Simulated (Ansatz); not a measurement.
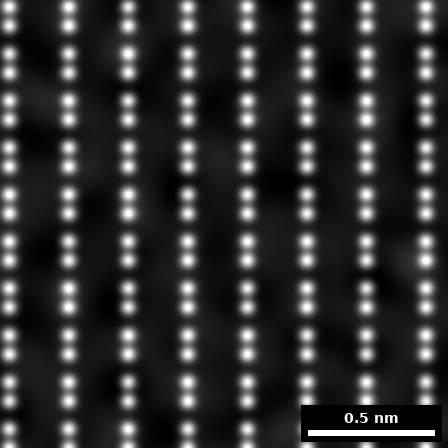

HAADF-like image of Si (Cmce, No. 64) along [010]. Simulation: incoherent imaging, intensity Z^1.7 per atom, probe width 0.50 Å, thin sample. The speckle of an amorphous layer was added. Structure used: the end point of a relaxation with DFT PBE, scalar-relativistic, plane waves, PAW (Ansatz); the starting structure was generated, so it need not be a known form of this composition.

### Describe what the image shows.

The columns repeat on a rectangular net of 1.87 × 2.38 Å (plane group p2mm). All columns are alike (Si). The shortest distance between visible columns is 0.76 Å in projection. Along the beam the structure repeats every 7.63 Å.
